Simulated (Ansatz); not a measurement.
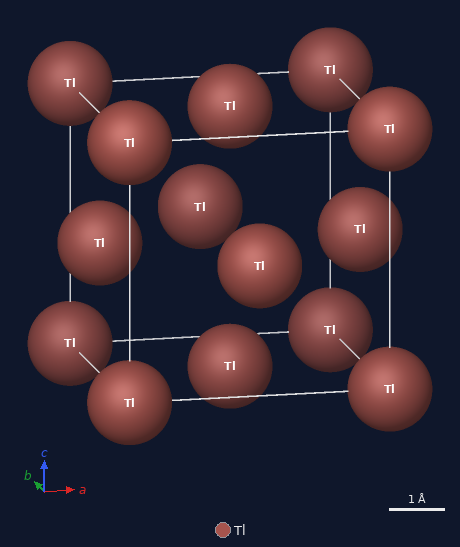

The starting point is a symmetric starting cell of Tl. A spheres-only model of the conventional cell (4 times the calculation's cell), seen slightly off an axis. Lengths and directions refer to the drawn axes.

Computed with DFT PBE, scalar-relativistic, plane waves, PAW (Ansatz 0.2.0). (plane-wave cutoff 420 eV; k-point mesh 14 × 14 × 14; occupations gaussian; smearing width 0.1 eV; no spin polarisation)

The variant: All lengths are scaled by −1.5 % (volume −4.3 %), the atoms keeping their fractional coordinates. No relaxation follows. The starting cell wasn't computed here and needn't be at equilibrium, so pressure and forces aren't due to the change alone.

What does the calculation give for the changed structure?

The pressure is 2.8 GPa (not all of it need come from the change, since the unchanged cell can be under pressure at this level too). All forces vanish by symmetry. Among the bonded contacts that change: Tl–Tl 3.488 → 3.437 Å. The space group stays Fm-3m (No. 225).

The changed structure in the same view:

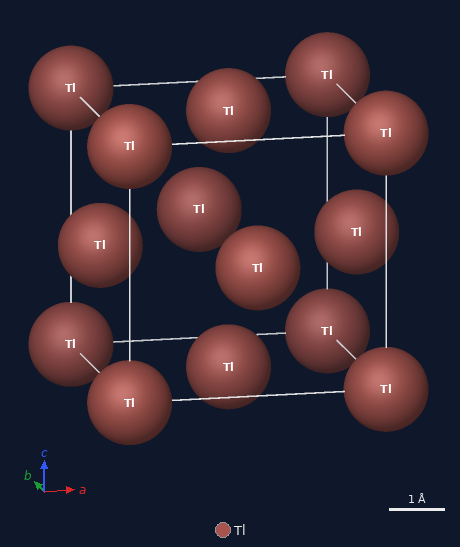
